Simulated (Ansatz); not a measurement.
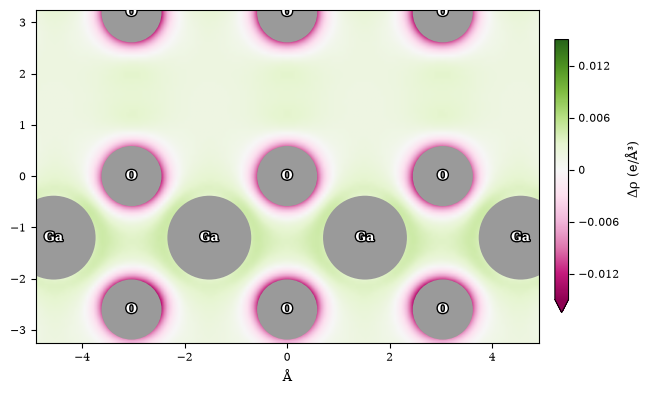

Ga₂O₃: difference of two self-consistent densities at the same geometry, ρ(PBEsol) − ρ(PBE), on the (100) plane of the conventional cell. Grey discs cover the cores, where the PAW densities can't be compared. Cores are masked to 0.8 Å (Ga) and 0.6 Å (O).

Space group C2/m.

Both runs: Ansatz, scalar-relativistic, plane waves and PAW, same cutoff, k-points and PAW files (made with PBE).

What differs between the two levels of theory?

Against PBE, and outside the masked cores, the largest gain lies at the edge of the masked core of Ga, and the largest loss lies at the edge of the masked core of O.
Bader charges are Ga +1.86 to +1.93 and O −1.27 e with PBE and Ga +1.84 to +1.91 and O −1.25 e with PBEsol.
At this volume the pressure is 10 GPa with PBE and 2 GPa with PBEsol.
The gap on the mesh is 2.44 eV with PBE and 2.34 eV with PBEsol.
